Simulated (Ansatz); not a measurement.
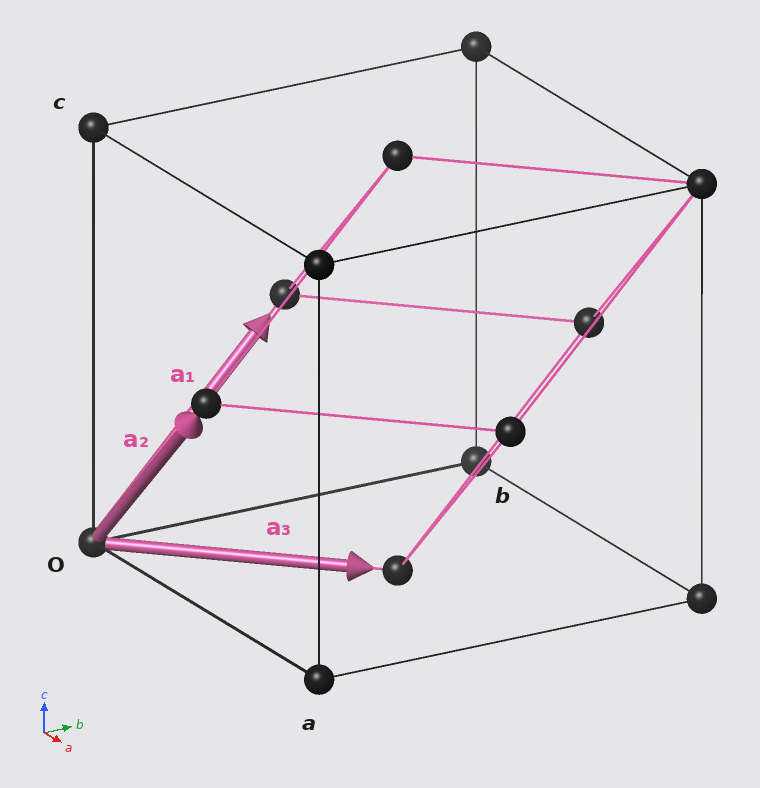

For WS2, the input geometry of an electronic-structure calculation (not necessarily at equilibrium); the starting structure was generated, so it need not be a known form of this composition: the conventional cell (thin) and a primitive cell (coloured, vectors a₁, a₂, a₃), with the lattice points alone. Symmetry computed with spglib at a tolerance of 0.002 Å; standard conventional cell.

a = 5.862 Å, b = 5.862 Å, c = 5.862 Å, α = 90.00°, β = 90.00°, γ = 90.00°.

**What is the centring, and how are the primitive vectors built?**

F, face-centred cubic, with lattice points at (0, 0, 0), (1/2, 1/2, 0), (1/2, 0, 1/2), (0, 1/2, 1/2). a₁ = 1/2 b + 1/2 c; a₂ = 1/2 a + 1/2 c; a₃ = 1/2 a + 1/2 b.

**Give the primitive cell's size and content.**

Edges 4.145, 4.145, 4.145 Å; angles 60.00°, 60.00°, 60.00°; volume 50.37 Å³, 1/4 of the conventional cell; 3 of its 12 atoms.
